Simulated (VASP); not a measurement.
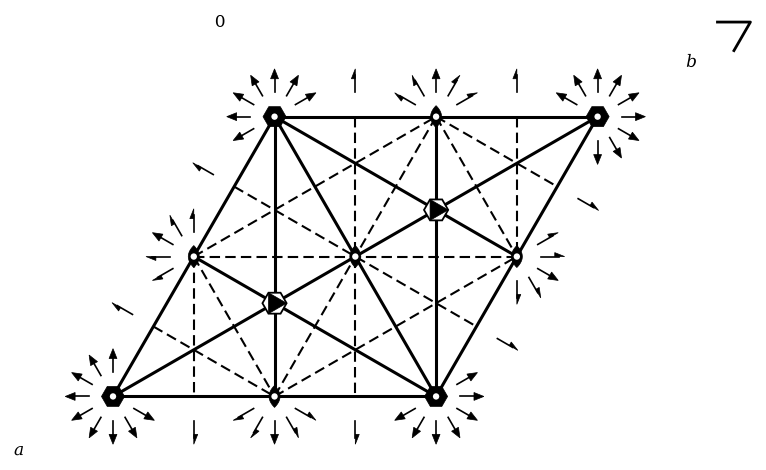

Symmetry elements of a space group, projected down c, computed from the operations of a computed or model structure of composition Ti.

Graphical symbols as in the International Tables (origin upper left, heights as fractions; handed screw axes are marked by their printed symbols).

Which space group is it?

Answer. No. 191, P6/mmm; primitive hexagonal, point group 6/mmm, 24 general positions a cell.

List the elements shown.

Answer. −6 axes along c at (1/3, 2/3), (2/3, 1/3); 6 axes along c at (0, 0); 2 axes along c at (0, 1/2), (1/2, 0), (1/2, 1/2); inversion centres at (0, 0), (0, 1/2), (1/2, 0), (1/2, 1/2); mirror planes holding c and [1 1 0] or [1 2 0] or [2 1 0] or [−1 1 0]; in-plane glide planes holding c and [1 1 0] or [1 2 0] or [2 1 0] or [−1 1 0]; mirror planes normal to a*, at x = 0; b glide planes normal to a*, at x = 1/2; mirror planes normal to b*, at y = 0; a glide planes normal to b*, at y = 1/2; a mirror plane normal to c at height 0; 2 axes along [1 1 0] at height 0; 2 axes along [1 2 0] at height 0; 2 axes along [2 1 0] at height 0; 2 axes along [−1 1 0] at height 0; 2 axes along a at height 0; 2 axes along b at height 0; 2₁ axes along [1 1 0] at height 0; 2₁ axes along [1 2 0] at height 0; 2₁ axes along [2 1 0] at height 0; 2₁ axes along [−1 1 0] at height 0; 2₁ axes along a at height 0; 2₁ axes along b at height 0. Heights repeat every half period; positions are (a, b) fractions, modulo 1.
